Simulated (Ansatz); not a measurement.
GaN

```
Ga N
1.0
     2.43378   -2.43378    0.00000
     2.43378    2.43378    0.00000
     0.00000    0.00000    4.32672
Ga N
2 2
Direct
  0.00000 0.00000 0.00000
  0.50000 0.50000 0.50000
  0.50000 0.00000 0.25000
  0.00000 0.50000 0.75000
```

Space group I-4m2; a structure from a database of computed crystals, not necessarily the ambient phase; changed on purpose from its base cell (strain +0.080 along x and y, -0.040 along z, atoms carried along); computed pressure about −19 GPa in this cell.

Theory: DFT r2SCAN, scalar-relativistic, plane waves, PAW in Ansatz 0.2.0.

The density is the valence pseudo-density of a PAW calculation; it isn't the true density close to the nuclei.

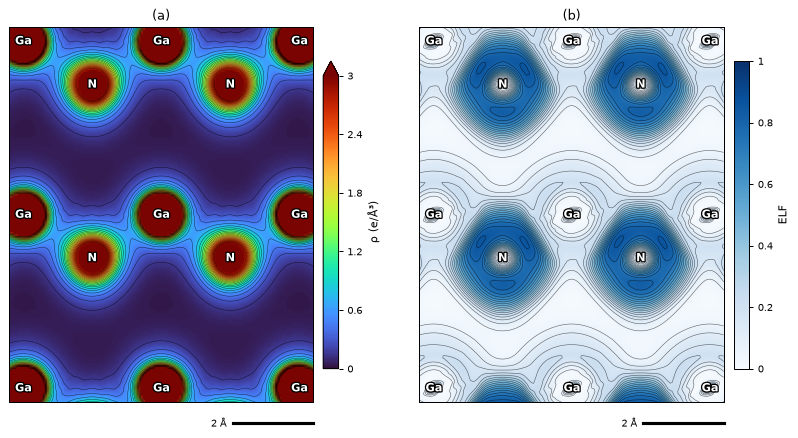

Figure 1. (a) valence charge density (pseudo); (b) electron localisation function on the (100) plane of the conventional cell.

**Read the bonding off the picture.**

The plane passes through Ga and N nuclei. Ga–N (2.03 Å): ρ at the midpoint is about 0.64 e/Å³; the ELF peaks at about 0.85 in the valence shell of N, 0.7 Å from its nucleus, and is about 0.50 at the midpoint. Between the atoms the lowest density in this plane is 0.03 e/Å³.

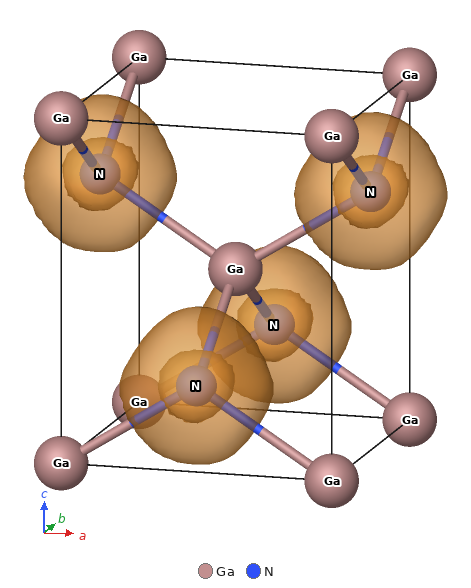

Figure 2. Isosurface of the ELF at 0.7 (orange), seen slightly off an axis. Only the valence region is drawn (cores and ρ < 0.01 e/Å³ removed). Sticks mark near contacts.

**Where are the electrons localised?**

At this value the surface marks out two regions wrapped around N (the valence shell of each), counted in one cell of 4 atoms. Any copies at cell faces, edges or corners count once.

**Does the calculation give a band gap?**

It is gapped, with a Kohn–Sham gap of 1.0 eV on the k-point mesh, an upper bound to the gap of this method.
